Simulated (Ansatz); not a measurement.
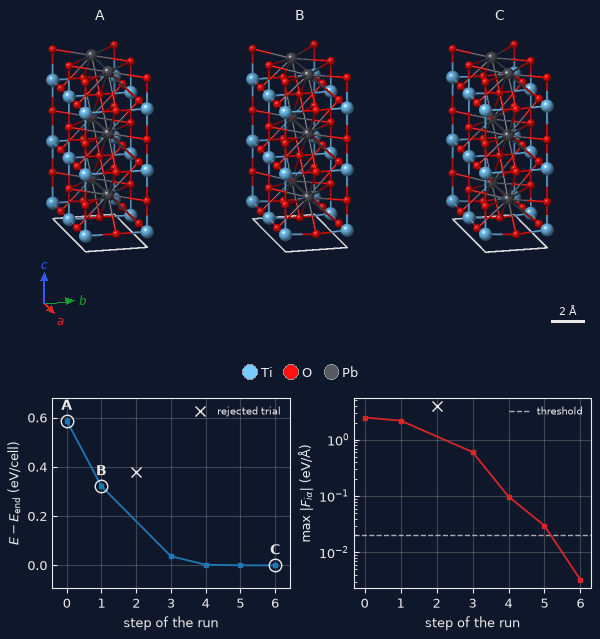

Frames of a relaxation of a slab of composition TiPbO$_{3}$ (cut from the Pm-3m phase), marked on the history of the run. The picture is a ball-and-stick view of the 2 × 1 repeat of the cell, outlined in the plane, without the vacuum (origin shifted), seen slightly off an axis.

The slab is the (1 0 0) face of TiPbO3.

All numbers below come from DFT PBE, scalar-relativistic, plane waves, PAW in Ansatz. (plane-wave cutoff 420 eV; k-point mesh 7 × 7 × 1; occupations gaussian; smearing width 0.05 eV; no spin polarisation; dipole correction; atoms relaxed in a fixed cell; force threshold 0.02 eV/Å; at most 60 steps)

What happens along the run?

Answer. Over 5 accepted moves (6 points after the start) the energy falls by 0.587 eV per cell of the calculation. Largest force component: 2.5 eV/Å at the start, 0.0033 eV/Å at the end. The line search rejected the trial step at point 2 of the run. A Pb atom moves most relative to the layer's centre: 0.29 Å along the normal (−c). By element the largest moves are Pb 0.29 Å, Ti 0.18 Å, O 0.11 Å. The lattice vectors keep their values. Near-neighbour distances that change, for instance: O–Pb 2.805 → 3.039 Å, O–Ti 1.983 → 2.177 Å, O–Pb 2.805 → 2.998 Å, O–Ti 1.983 → 1.802 Å. Among the angles between lasting bonds that change: O–Ti–O 180.0° → 170.9°, Ti–O–Ti 180.0° → 170.9°, O–Ti–O 90.0° → 94.5°. From step 0 to 1: a Pb atom moves most (0.20 Å), energy −0.266 eV per cell of the calculation. From step 1 to 6: Pb and Ti atoms move most (0.13 Å), energy −0.321 eV per cell of the calculation.

```csv
step,"E − E(0), meV/atom","largest force component, eV/Å",note
0,0.00,2.4890,
1,-17.72,2.1941,
2,-13.93,3.9167,rejected
3,-36.67,0.6062,
4,-38.95,0.0983,
5,-39.13,0.0298,
6,-39.14,0.0033,
```
